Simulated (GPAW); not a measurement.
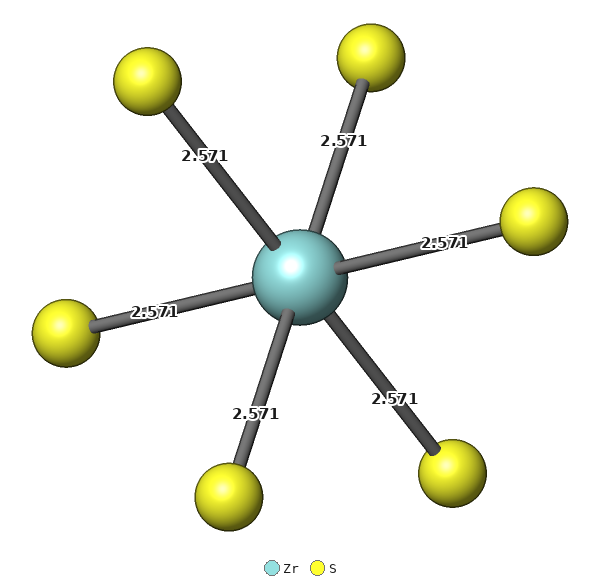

The surroundings of site Zr1 (at 0.000, 0.000, 0.000) in ZrS₂ in space group P-3m1, with bond lengths in Å.

Source of the atomic positions: a cell listed in the Materials Project, as set up for an electronic-structure calculation.

```yaml
crystal:
  lattice:
    - [3.69138, 0.00000, 0.00000]
    - [-1.84569, 3.19683, 0.00000]
    - [0.00000, 0.00000, 6.04108]
  atoms:
    - { symbol: Zr, position: [0.00000, 0.00000, 0.00000] }
    - { symbol: S, position: [0.33333, 0.66667, 0.23791] }
    - { symbol: S, position: [0.66667, 0.33333, 0.76209] }
```

Bond valence s = exp((R0 − d)/b), R0 fitted to published crystal structures with b = 0.37 Å; R0 in Å: Zr4+–S 2.417.

### Calculate the bond-valence sum of Zr1 from the bonds drawn.

6 × 0.660 = 3.96 v.u., against a formal valence of 4: a close match.

### And over the whole structure?

| site | x, y, z | formal valence | bond-valence sum | difference |
| --- | --- | --- | --- | --- |
| Zr1 | 0.000, 0.000, 0.000 | +4 | 3.98 | -0.02 |
| S1 | 0.333, 0.667, 0.238 | −2 | 1.99 | -0.01 |

These sums include all anions within 5 Å. The global instability index (root mean square of the differences over all atoms) is 0.01 v.u.: little strain. The cell was not relaxed for this table, and a volume that is off by a few per cent shifts all sums together.
